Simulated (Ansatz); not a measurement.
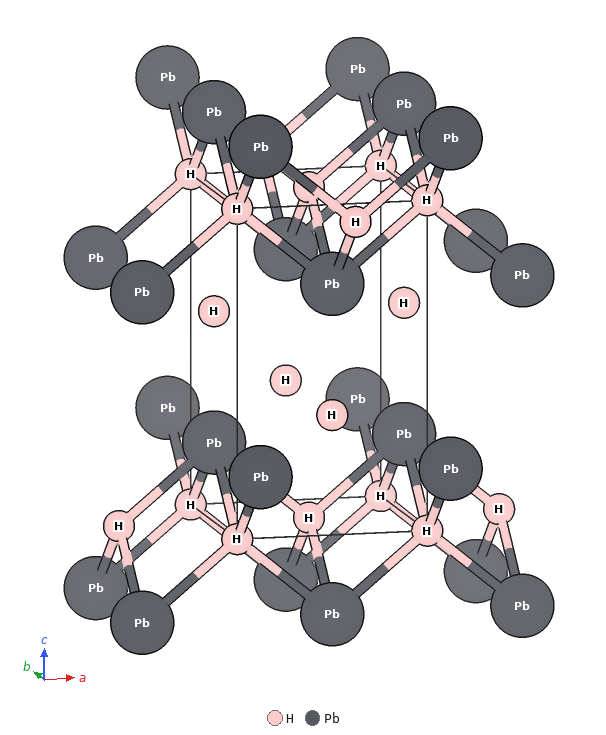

The figure gives a ball-and-stick picture of the atoms, viewed slightly off an axis. The conventional unit cell is outlined; an atom on or near a face, edge or corner is repeated at each equivalent position. Atoms outside the box are added where they are bonded to one inside. Cell: a = 3.64 Å, b = 3.64 Å, c = 6.24 Å, α = 90.00°, β = 90.00°, γ = 90.00°.

The model was built from a structure type filled with these elements by a generator (whether the compound takes this form wasn't checked). Earlier steps of the study may have refined or changed the cell and positions. Ansatz was used for an electronic-structure calculation on it.

Q: What can be read from this drawing?

A: The compound is H2Pb. The symmetry is that of P4/nmm (No. 129), on a primitive tetragonal lattice. One cell contains 4 H, 2 Pb, 6 atoms in all. Numbers of bonded neighbours, as drawn: H 0 to 4 (mean 2.0) and Pb 4.

Run with DFT PBE, scalar-relativistic, plane waves, PAW (Ansatz 0.2.0) and these settings: a cutoff energy of 420 eV, Brillouin-zone sampling on a 10×10×6 mesh, Gaussian smearing of 0.1 eV, no spin polarisation.

Q: What does the calculation say: metal or gapped?

A: A metal: bands cross the Fermi level.

Q: What net charge does each kind of atom have (Bader)?

A: H -0.44 e; Pb +0.89 e.

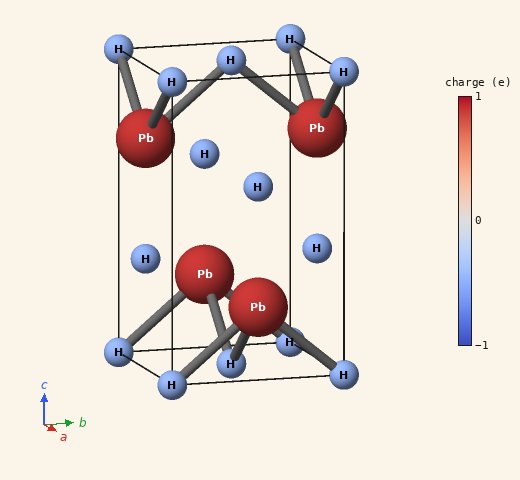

The atoms coloured by those charges. The run's cell of 6 atoms is drawn.

Q: Are forces and stress small enough to call this relaxed?

A: Yes. All forces vanish to within 0.01 eV/Å. The pressure is 0.0 GPa, close to zero.
